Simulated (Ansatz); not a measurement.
## Electronic structure of Ta5N6 in real space

Input

```
crystal:
  lattice:
    - [5.176, 0.0, 0.0]
    - [-2.588, 4.48254749, 0.0]
    - [0.0, 0.0, 10.353]
  atoms:
    - { symbol: Ta, position: [0.3333333333, 0.6666666667, 0.0] }
    - { symbol: Ta, position: [0.6666666667, 0.3333333333, 0.5] }
    - { symbol: Ta, position: [0.6666666667, 0.3333333333, 0.0] }
    - { symbol: Ta, position: [0.3333333333, 0.6666666667, 0.5] }
    - { symbol: Ta, position: [0.32, 0.0, 0.25] }
    - { symbol: Ta, position: [0.32, 0.32, 0.75] }
    - { symbol: Ta, position: [0.0, 0.32, 0.25] }
    - { symbol: Ta, position: [0.68, 0.0, 0.75] }
    - { symbol: Ta, position: [0.68, 0.68, 0.25] }
    - { symbol: Ta, position: [0.0, 0.68, 0.75] }
    - { symbol: "N", position: [0.34, 0.0, 0.625] }
    - { symbol: "N", position: [0.34, 0.34, 0.125] }
    - { symbol: "N", position: [0.0, 0.34, 0.625] }
    - { symbol: "N", position: [0.66, 0.0, 0.125] }
    - { symbol: "N", position: [0.66, 0.66, 0.625] }
    - { symbol: "N", position: [0.0, 0.66, 0.125] }
    - { symbol: "N", position: [0.0, 0.66, 0.375] }
    - { symbol: "N", position: [0.66, 0.66, 0.875] }
    - { symbol: "N", position: [0.66, 0.0, 0.375] }
    - { symbol: "N", position: [0.0, 0.34, 0.875] }
    - { symbol: "N", position: [0.34, 0.34, 0.375] }
    - { symbol: "N", position: [0.34, 0.0, 0.875] }
basis:
  ecutwfc: 420
kpoints:
  mp_grid: { grid: [12, 12, 4] }
hamiltonian:
  xc: pbesol
scf:
  occupations: { method: gaussian, width: 0.1 }
output:
  forces: true
  stress: true
  eigenvalues: true
  populations: true
  write_density: true
  write_potential: true
  elf: true
  volumetric_format: npy
```

Run with:

```sh
ansatz run input.yaml --threads 4 --pin off --max-ram 10240MiB --backend cpu --events-out ev --progress --plain --runs-dir out
```

Below, planes, directions and counts refer to the conventional cell (a = 5.18 Å, b = 5.18 Å, c = 10.35 Å, α = 90.00°, β = 90.00°, γ = 120.00°).

Space group P6₃/mcm; not relaxed (largest force 0.8 eV/Å).

Method: Ansatz, DFT PBEsol, scalar-relativistic, plane waves, PAW.

Core electrons are frozen (PAW), and the valence fields are smoothed inside the atomic spheres.

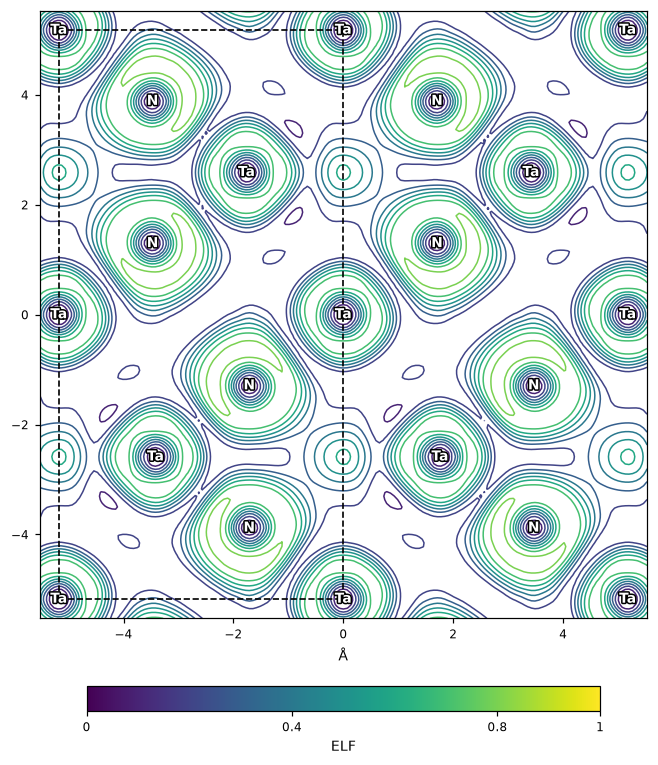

Figure 1. ELF on the (100) plane of the conventional cell.

Question: Describe what can be read from this map.

Answer:
- Atoms in the plane: Ta and N.
- Ta–N (2.14 Å): the ELF peaks at about 0.80 in the valence shell of N, 0.6 Å from its nucleus, and is about 0.20 at the midpoint; no shared electron pair shows on this line.
- Ta–Ta (3.13 Å): the ELF is about 0.20 at the midpoint; no shared electron pair shows on this line.
- The features right at Ta lie inside the PAW spheres, where the map follows smoothed inner orbitals and isn't to be read closely.

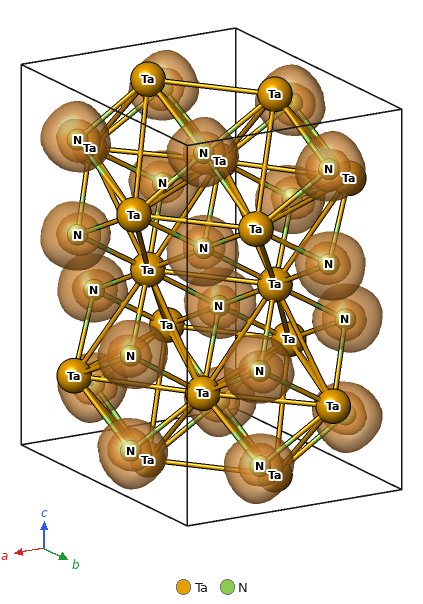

Figure 2. Isosurface of the electron localisation function at 0.75 (orange), seen at an oblique angle. Only the valence region is drawn (cores and ρ < 0.01 e/Å³ removed). Sticks mark near contacts.

Question: Where are the electrons localised?

Answer: The ELF exceeds this value in twelve regions wrapped around N (the valence shell of each), counted in one cell of 22 atoms. Regions shared between cells count once. Along the contacts the grid gives the following. Ta–Ta (2.87 Å): the ELF is about 0.30 at the midpoint.

Question: Metal or insulator at this level of theory?

Answer: It is gapless in this calculation (a metal or semimetal); semilocal functionals without U, or without the true magnetic order, often close the gap of such compounds.
